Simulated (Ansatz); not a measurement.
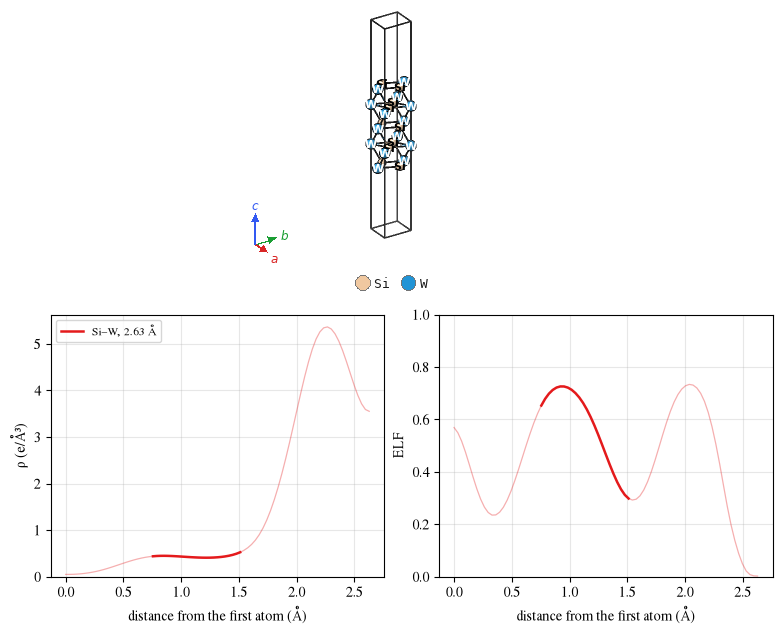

Figure. Si2W (slab). Valence charge density (pseudo) and electron localisation function along straight lines between neighbouring atoms. Thin, pale parts lie inside the atomic spheres. The structure is drawn too.

Not relaxed (largest force 1.9 eV/Å).

The calculation used DFT PBE, scalar-relativistic, plane waves, PAW (Ansatz).

In a PAW calculation such maps are meaningful between the atoms, not at the nuclei.

What can be read from the curves?

Si–W (2.63 Å): ρ is about 0.41 e/Å³ halfway; the ELF peaks at about 0.75 in the valence shell of Si, 0.9 Å from its nucleus, and is about 0.45 at the midpoint.
